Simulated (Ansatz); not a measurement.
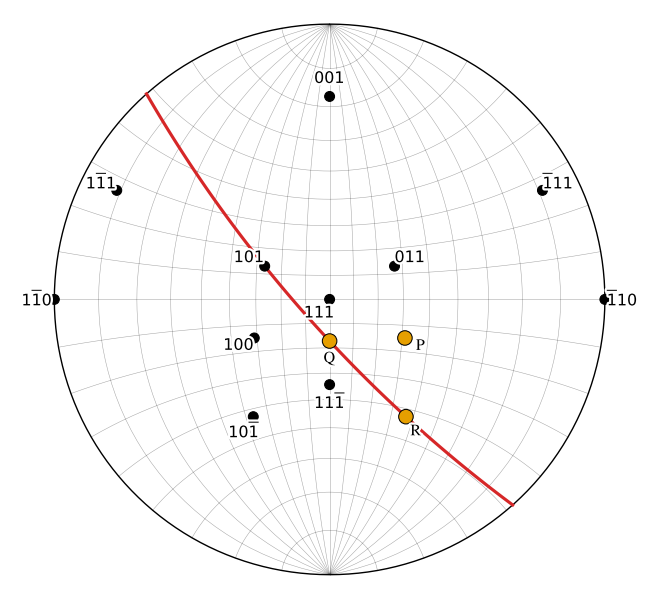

For Re, the geometry relaxed at fixed volume with DFT PBE, scalar-relativistic, plane waves, PAW in Ansatz: stereographic projection of plane normals (upper hemisphere) centred on (1 1 1). All values are computed from the atomic coordinates in the standard setting (tolerance 0.002 Å).

a = 2.830 Å, b = 2.830 Å, c = 4.570 Å, α = 90.00°, β = 90.00°, γ = 120.00°.

Index the poles marked P, Q, R.

P is (0 1 0), in four indices (0 1 −1 0), 34.2° from the centre; Q is (1 1 0), in four indices (1 1 −2 0), 17.2° from the centre; R is (0 1 −1), in four indices (0 1 −1 −1), 53.9° from the centre.

Which zone does the coloured great circle trace?

The zone [1 −1 −1]: its poles satisfy h − k − l = 0.

What is the angle between the normals of (1 0 −1) and (0 1 1), and what are their d_hkl = 1/|g|?

80.5°; d = 2.160 Å and 2.160 Å.
